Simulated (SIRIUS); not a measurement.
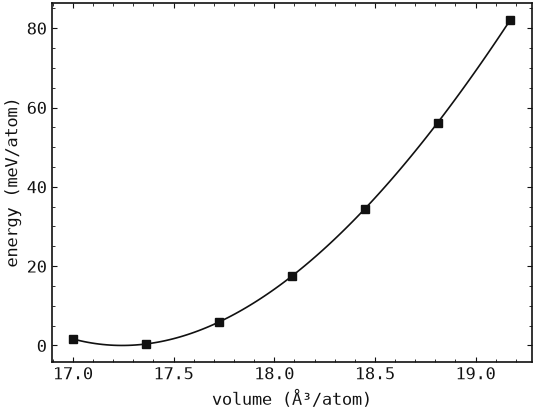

Plotted: energy against volume for ZrS, space group Fm-3m (No. 225).

Structure:
```
CELL_PARAMETERS angstrom
0.00000 2.62500 2.62500
2.62500 0.00000 2.62500
2.62500 2.62500 0.00000
ATOMIC_POSITIONS crystal
Zr 0.00000 0.00000 0.00000
S 0.50000 0.50000 0.50000
```

Calculation (SIRIUS 7.10.0): plane-wave DFT, no spin polarisation; energies at scaled volumes of the given cell, shape and fractions fixed, counted from the fit's minimum, third-order Birch-Murnaghan fit. Level: PBEsol.

- k mesh: 9×9×9
- occupations: Fermi–Dirac
- smearing width: 0.05 eV
- potentials: dojo sr pbesol 0.4.1 standard
- wave cutoff: 914.8 eV
- density cutoff: 3659 eV

This calculation gives: equilibrium volume 17.24 Å³/atom and bulk modulus 148 GPa.

Now Zr is replaced by Ba on all its sites, which gives BaS in the same structure. The second calculation uses wave cutoff 725.047 eV and k mesh 7×7×7. Predict the effect.

The equilibrium volume rises from 17.24 to 31.95 Å³/atom (+85 %) and the bulk modulus falls from 148 to 46 GPa (−69 %).

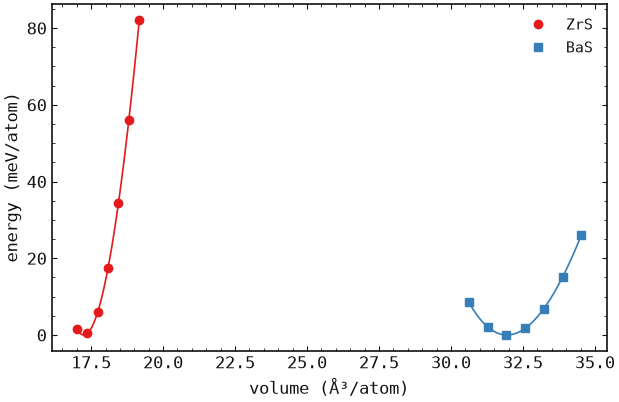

The two results together.

For BaS, limits of the calculation: this release of the barium file is off.

V0 and the bulk modulus come from third-order Birch–Murnaghan fits.
